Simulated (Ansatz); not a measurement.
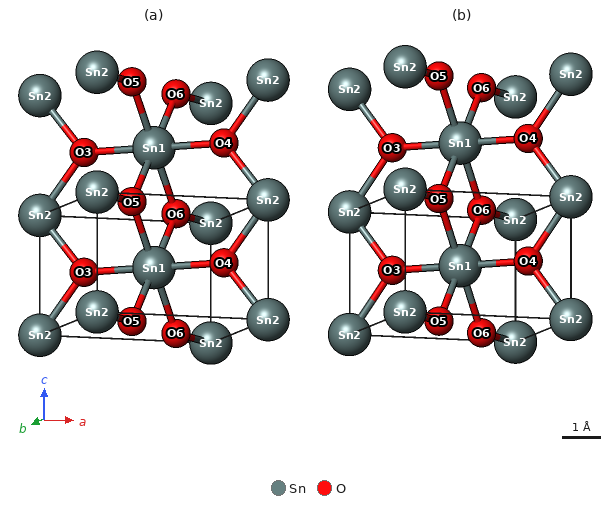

Left: crystalline SnO2 (set up in P4_2/mnm). Right: the same structure after one change, at the same scale. A ball-and-stick model of the cell of the calculation, repeated 1 × 1 × 2 with one cell outlined, seen from a free direction.

Theory: DFT PBE, scalar-relativistic, plane waves, PAW in Ansatz. (plane-wave cutoff 420 eV; k-point mesh 6 × 6 × 8; occupations gaussian; smearing width 0.02 eV; no spin polarisation)

Q: Which change leads from the left to the right?

A: Biaxial strain in the a–b plane, −3.0 %, is applied. The c axis and the atoms are relaxed.

Q: What does the change do?

A: The energy rises by 20.0 meV per atom. Pressure: 0.0 GPa before, 5.9 GPa after. The principal stresses (compression positive) are 0.0 GPa along c and 8.8 GPa across it. The gap on the k-mesh goes from 0.68 to 0.94 eV. The drawn cell changes as follows: a = b 4.827 → 4.682 Å (−3.0 %), c 3.238 → 3.313 Å (+2.3 %); the volume changes by −3.7 %. The atoms keep their places relative to the cell (all moves are under 0.005 Å). Some distances before and after: O–Sn 2.090 → 2.033 to 2.092 Å. The space group stays P4_2/mnm (No. 136).
